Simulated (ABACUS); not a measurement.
Band-structure run, with input and output: ZrO$_{2}$ (part 2 of 2)

Continued. System: ZrO$_{2}$ (3 atoms in the cell). Method: Kohn-Sham DFT of a periodic cell, B86bPBE, SPMS ONCV 1.0 PBE, no spin polarisation (ABACUS 3.10.1); cutoff 1142.88 eV, 7×7×7 k-mesh, fermi-dirac of 0.05 eV. The structure derives from a Materials Project entry.

Geometry of the input (Å; fractional positions):
```
0.0000  2.5451  2.5451
2.5451  0.0000  2.5451
2.5451  2.5451  0.0000
Zr 0.0000  0.0000  0.0000
O  0.7500  0.7500  0.7500
O  0.2500  0.2500  0.2500
```

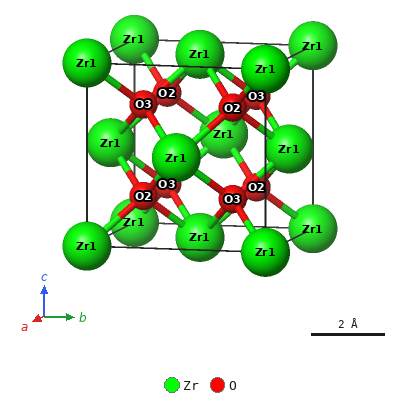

Fig. 1: The input geometry (ball-and-stick view of the cell 4 times as large as that of the calculation, set on its symmetry axes, seen slightly off an axis; atoms are numbered from 1 in the order of the input).

**Log, continued**
```
 LATTICE VECTORS: (CARTESIAN COORDINATE: IN UNIT OF A0)
                   +0            +2.54507            +2.54507
             +2.54507                  +0            +2.54507
             +2.54507            +2.54507                  +0
                       right hand lattice = 1
                                   NORM_A = 3.59928
                                   NORM_B = 3.59928
                                   NORM_C = 3.59928
                           ALPHA (DEGREE) = 60
                           BETA  (DEGREE) = 60
                           GAMMA (DEGREE) = 60

 The lattice vectors have been changed (STRU_SIMPLE.cif)

(for optimal symmetric configuration:)
                             BRAVAIS TYPE = 3
                     BRAVAIS LATTICE NAME = 03. Cubic F (face-centered)
                                    ibrav = 3
                                    IBRAV = 3
                                  BRAVAIS = FACE CENTERED CUBIC
                       LATTICE CONSTANT A = 5.09015
Original cell was already a primitive cell.
                        ROTATION MATRICES = 48
              PURE POINT GROUP OPERATIONS = 48
                   SPACE GROUP OPERATIONS = 48
                              POINT GROUP = O_h
               POINT GROUP IN SPACE GROUP = O_h

 SETUP K-POINTS
                                    nspin = 1
                   Input type of k points = Monkhorst-Pack(Gamma)
                                   nkstot = 343
                       right hand lattice = 1
(for reciprocal lattice: )
                             BRAVAIS TYPE = 2
                     BRAVAIS LATTICE NAME = 02. Cubic I (body-centered)
                                    ibrav = 2
                       right hand lattice = 1
(for k-lattice: )
                             BRAVAIS TYPE = 2
                     BRAVAIS LATTICE NAME = 02. Cubic I (body-centered)
                                    ibrav = 2
                       right hand lattice = 1
                        ROTATION MATRICES = 48
                               nkstot_ibz = 20
K-POINTS REDUCTION ACCORDING TO SYMMETRY
     IBZ    DIRECT_X    DIRECT_Y    DIRECT_Z  WEIGHT  ibz2bz
       1  0.00000000  0.00000000  0.00000000  0.0029       0
       2  0.14285714  0.14285714  0.14285714  0.0233       1
       3  0.28571429  0.28571429  0.28571429  0.0233       2
       4  0.42857143  0.42857143  0.42857143  0.0233       3
       5  0.14285714  0.14285714  0.00000000  0.0175       8
       6  0.28571429  0.14285714  0.28571429  0.0700       9
       7  0.42857143  0.28571429  0.42857143  0.0700      10
       8 -0.42857143  0.42857143  0.42857143  0.0700      11
       9  0.42857143  0.28571429  0.28571429  0.0700      12
      10  0.28571429  0.14285714  0.14285714  0.0350      13
      11  0.28571429  0.28571429  0.00000000  0.0175      16
      12  0.42857143  0.42857143  0.14285714  0.0700      17
      13 -0.28571429  0.42857143  0.42857143  0.0700      18
      14 -0.42857143  0.28571429  0.28571429  0.0350      19
      15  0.42857143  0.42857143  0.00000000  0.0175      24
      16 -0.14285714  0.42857143  0.42857143  0.0350      25
      17  0.42857143  0.28571429  0.14285714  0.0700      66
      18 -0.42857143  0.42857143  0.28571429  0.1399      67
      19 -0.42857143  0.42857143  0.14285714  0.0700      74
      20 -0.28571429  0.42857143  0.28571429  0.0700      75

                               nkstot now = 20
[... K-POINTS DIRECT COORDINATES: 20 rows ...]

           k-point number in this process = 20
       minimum distributed K point number = 20
[... stars of the k points ...]

[... K-POINTS CARTESIAN COORDINATES: 20 rows ...]

[... K-POINTS DIRECT COORDINATES: 20 rows ...]

 SETUP PLANE WAVES FOR WAVE FUNCTIONS
     energy cutoff for wavefunc (unit:Ry) = 84
              fft grid for wave functions = [ 40, 40, 40 ]
                    number of plane waves = 3839
                         number of sticks = 313

 PARALLEL PW FOR WAVE FUNCTIONS
     PROC   COLUMNS(POT)             PW
        1             78            959
        2             78            959
        3             79            963
        4             78            958
 --------------- sum -------------------
        4            313           3839

 SETUP NONLOCAL PSEUDOPOTENTIALS IN PLANE WAVE BASIS
 Zr non-local projectors:
 projector 1 L=0
 projector 2 L=0
 projector 3 L=1
 projector 4 L=1
 projector 5 L=2
 projector 6 L=2
 O non-local projectors:
 projector 1 L=0
 projector 2 L=0
 projector 3 L=1
 projector 4 L=1
 projector 5 L=2
      TOTAL NUMBER OF NONLOCAL PROJECTORS = 44

 Init Non-Local PseudoPotential table :
 Init Non-Local-Pseudopotential done.

                                     npwx = 745

 Make real space PAO into reciprocal space.
       max mesh points in Pseudopotential = 1001
     dq(describe PAO in reciprocal space) = 0.01
                                    max q = 1104

 number of pseudo atomic orbitals for Zr is 4
WARNING: norm of atomic wavefunction # 3 of atomic type Zr is 0.999918, renormalized
WARNING: norm of atomic wavefunction # 4 of atomic type Zr is 0.999492, renormalized

 number of pseudo atomic orbitals for O is 2

 -------------------------------------------
 SELF-CONSISTENT
 -------------------------------------------
                                 init_chg = atomic

 PW ALGORITHM --------------- ION=   1  ELEC=   1--------------------------------

 Density error is 1.13758318917
                          Error Threshold = 0.01
----------------------------------------------------------
     Energy           Rydberg                 eV
----------------------------------------------------------
 E_KohnSham     -168.1885957989      -2288.3232414838
 E_Harris       -165.1097014050      -2246.4327341860
 E_Fermi        1.0374119598         14.1147138263
----------------------------------------------------------

 PW ALGORITHM --------------- ION=   1  ELEC=   2--------------------------------

 Density error is 1.40034655733
                          Error Threshold = 0.00473992995487
----------------------------------------------------------
     Energy           Rydberg                 eV
----------------------------------------------------------
 E_KohnSham     -168.3669031387      -2290.7492373010
 E_Harris       -172.2336968745      -2343.3596650976
 E_Fermi        1.0748817802         14.6245168873
----------------------------------------------------------

 PW ALGORITHM --------------- ION=   1  ELEC=   3--------------------------------

 Density error is 0.0282854795634
                          Error Threshold = 0.00473992995487
----------------------------------------------------------
     Energy           Rydberg                 eV
----------------------------------------------------------
 E_KohnSham     -168.6695891160      -2294.8674912969
 E_Harris       -168.4545275183      -2291.9414281463
 E_Fermi        0.9661551370         13.1452150145
----------------------------------------------------------

 PW ALGORITHM --------------- ION=   1  ELEC=   4--------------------------------

 Density error is 0.000606090172749
                          Error Threshold = 0.000117856164847
----------------------------------------------------------
     Energy           Rydberg                 eV
----------------------------------------------------------
 E_KohnSham     -168.6763162590      -2294.9590187727
 E_Harris       -168.6666680959      -2294.8277487789
 E_Fermi        1.0330146305         14.0548850928
----------------------------------------------------------

 PW ALGORITHM --------------- ION=   1  ELEC=   5--------------------------------

 Density error is 0.000251994306136
                          Error Threshold = 2.52537571979e-06
----------------------------------------------------------
     Energy           Rydberg                 eV
----------------------------------------------------------
 E_KohnSham     -168.6762450082      -2294.9580493562
 E_Harris       -168.6771924983      -2294.9709406201
 E_Fermi        1.0347602267         14.0786351466
----------------------------------------------------------

 PW ALGORITHM --------------- ION=   1  ELEC=   6--------------------------------

 Density error is 1.13658417754e-06
                          Error Threshold = 1.04997627557e-06
----------------------------------------------------------
     Energy           Rydberg                 eV
----------------------------------------------------------
 E_KohnSham     -168.6762896793      -2294.9586571368
 E_Harris       -168.6757176569      -2294.9508743732
 E_Fermi        1.0365219146         14.1026041400
----------------------------------------------------------

 PW ALGORITHM --------------- ION=   1  ELEC=   7--------------------------------

 Density error is 2.47119426553e-06
                          Error Threshold = 4.73576740641e-09
----------------------------------------------------------
     Energy           Rydberg                 eV
----------------------------------------------------------
 E_KohnSham     -168.6762894404      -2294.9586538863
 E_Harris       -168.6752979355      -2294.9451637711
 E_Fermi        1.0365900613         14.1035313239
----------------------------------------------------------

 PW ALGORITHM --------------- ION=   1  ELEC=   8--------------------------------

 Density error is 8.55730545941e-09
                          Error Threshold = 4.73576740641e-09
----------------------------------------------------------
     Energy           Rydberg                 eV
----------------------------------------------------------
 E_KohnSham     -168.6762897592      -2294.9586582247
 E_KS(sigma->0) -168.6762897592      -2294.9586582247
 E_Harris       -168.6761417203      -2294.9566440518
 E_band         -4.4931178900        -61.1320050897
 E_one_elec     -23.8864810167       -324.9922469965
 E_Hartree      27.6073876603        375.6177790746
 E_xc           -37.2738848185       -507.1372201276
 E_Ewald        -135.1233115842      -1838.4469701751
 E_entropy(-TS) -0.0000000000        -0.0000000000
 E_descf        0.0000000000         0.0000000000
 E_exx          0.0000000000         0.0000000000
 E_Fermi        1.0364865234         14.1021226182
----------------------------------------------------------

 charge density convergence is achieved
 final etot is -2294.9586582 eV
 EFERMI = 14.102122618 eV
The vacuum level is 14.716606293 eV

 STATE ENERGY(eV) AND OCCUPATIONS    NSPIN == 1
 1/20 kpoint (Cartesian) = 0.0000 0.0000 0.0000 (722 pws)
       1       -35.9696     0.00583090
       2       -13.7932     0.00583090
       3       -13.7932     0.00583090
       4       -13.7932     0.00583090
       5       -6.00708     0.00583090
       6       -3.43462     0.00583090
       7        6.91564     0.00583090
       8        6.91564     0.00583090
       9        6.91564     0.00583090
      10        11.6096     0.00583090
      11        11.6096     0.00583090
      12        11.6096     0.00583090
      13        15.5024    4.01198e-15
      14        15.5024    4.01198e-15
      15        18.7695    1.68038e-43
      16        21.4773    5.07868e-67
      17        21.4773    5.07868e-67
      18        21.4773    5.07868e-67
      19        26.6327        0.00000
      20        26.6327        0.00000
      21        26.6327        0.00000
      22        34.8525        0.00000

 2/20 kpoint (Cartesian) = 0.028065 0.028065 0.028065 (717 pws)
       1       -35.9609      0.0466472
       2       -13.9337      0.0466472
       3       -13.8064      0.0466472
       4       -13.8064      0.0466472
       5       -5.73121      0.0466472
       6       -3.63354      0.0466472
       7        7.10922      0.0466472
       8        7.10922      0.0466472
       9        7.45451      0.0466472
      10        11.1474      0.0466472
      11        11.2615      0.0466472
      12        11.2615      0.0466472
      13        15.8517    2.96465e-17
      14        15.8517    2.96465e-17
      15        19.3068    2.89638e-47
      16        20.8944    4.69366e-61
      17        21.1963    1.12020e-63
      18        21.1963    1.12020e-63
      19        26.1882        0.00000
      20        27.2677        0.00000
      21        27.2677        0.00000
      22        35.1858        0.00000

 3/20 kpoint (Cartesian) = 0.056131 0.056131 0.056131 (731 pws)
       1       -35.9413      0.0466472
       2       -14.2249      0.0466472
       3       -13.8358      0.0466472
       4       -13.8358      0.0466472
       5       -5.20971      0.0466472
       6       -3.92242      0.0466472
       7        7.54978      0.0466472
       8        7.54978      0.0466472
       9        8.62813      0.0466472
      10        10.3075      0.0466472
      11        10.7312      0.0466472
      12        10.7312      0.0466472
      13        16.2428    1.18846e-20
      14        16.2428    1.18846e-20
      15        18.7385    2.49827e-42
      16        20.7408    1.01307e-59
      17        20.7408    1.01307e-59
      18        21.4630    5.40353e-66
      19        25.4642        0.00000
      20        28.9764        0.00000
      21        28.9764        0.00000
      22        33.8588        0.00000

 4/20 kpoint (Cartesian) = 0.084196 0.084196 0.084196 (731 pws)
       1       -35.9255      0.0466472
       2       -14.4385      0.0466472
       3       -13.8592      0.0466472
       4       -13.8592      0.0466472
       5       -5.04285      0.0466472
       6       -3.84601      0.0466472
       7        7.88310      0.0466472
       8        7.88310      0.0466472
       9        9.50725      0.0466472
      10        9.74066      0.0466472
      11        10.5161      0.0466472
      12        10.5161      0.0466472
      13        16.1763    4.49522e-20
      14        16.1763    4.49522e-20
      15        18.2390    5.45190e-38
      16        20.5839    2.33981e-58
      17        20.5839    2.33981e-58
      18        21.4174    1.34600e-65
      19        25.9170        0.00000
      20        31.0560        0.00000
      21        31.0560        0.00000
      22        33.3125        0.00000

 5/20 kpoint (Cartesian) = 0.0000 0.0000 0.056131 (720 pws)
       1       -35.9580      0.0349854
       2       -13.9493      0.0349854
       3       -13.8262      0.0349854
       4       -13.8262      0.0349854
       5       -5.62908      0.0349854
       6       -3.70721      0.0349854
       7        7.15648      0.0349854
       8        7.15648      0.0349854
       9        7.71143      0.0349854
      10        10.1415      0.0349854
      11        11.6438      0.0349854
      12        11.6438      0.0349854
      13        15.7238    2.87012e-16
      14        16.0557    3.76326e-19
      15        19.6201    4.12602e-50
      16        20.8171    1.65289e-60
      17        20.8171    1.65289e-60
      18        21.0862    7.59868e-63
      19        26.3531        0.00000
      20        27.3385        0.00000
      21        27.3385        0.00000
      22        34.3544        0.00000

 6/20 kpoint (Cartesian) = 0.028065 0.084196 0.028065 (727 pws)
       1       -35.9421       0.139942
       2       -14.1629       0.139942
       3       -13.8665       0.139942
       4       -13.8596       0.139942
       5       -5.14340       0.139942
       6       -3.99928       0.139942
       7        7.51883       0.139942
       8        7.52707       0.139942
       9        8.77648       0.139942
      10        9.17694       0.139942
      11        11.2888       0.139942
      12        11.3699       0.139942
      13        16.0664    1.21517e-18
      14        16.3829    2.16291e-21
      15        19.2703    1.80311e-46
      16        20.3448    8.36870e-56
      17        20.5387    1.73274e-57
      18        21.3669    1.10969e-64
      19        26.0981        0.00000
      20        28.3489        0.00000
      21        28.4849        0.00000
      22        33.0558        0.00000

[... levels at 14 further k points ...]

------------------------------------------------------------------------------------------
 TOTAL-FORCE (eV/Angstrom)
------------------------------------------------------------------------------------------
                       Zr1         0.0000000000         0.0000000000         0.0000000000
                        O1         0.0000000000         0.0000000000         0.0000000000
                        O2         0.0000000000         0.0000000000         0.0000000000
------------------------------------------------------------------------------------------

----------------------------------------------------------------
 TOTAL-STRESS (KBAR)
----------------------------------------------------------------
        56.4855851005         0.0000000000        -0.0000000000
         0.0000000000        56.4855851005        -0.0000000000
         0.0000000000        -0.0000000000        56.4855851005
----------------------------------------------------------------
 TOTAL-PRESSURE: 56.485585 KBAR

 --------------------------------------------
 !FINAL_ETOT_IS -2294.9586582246820399 eV
 --------------------------------------------
```
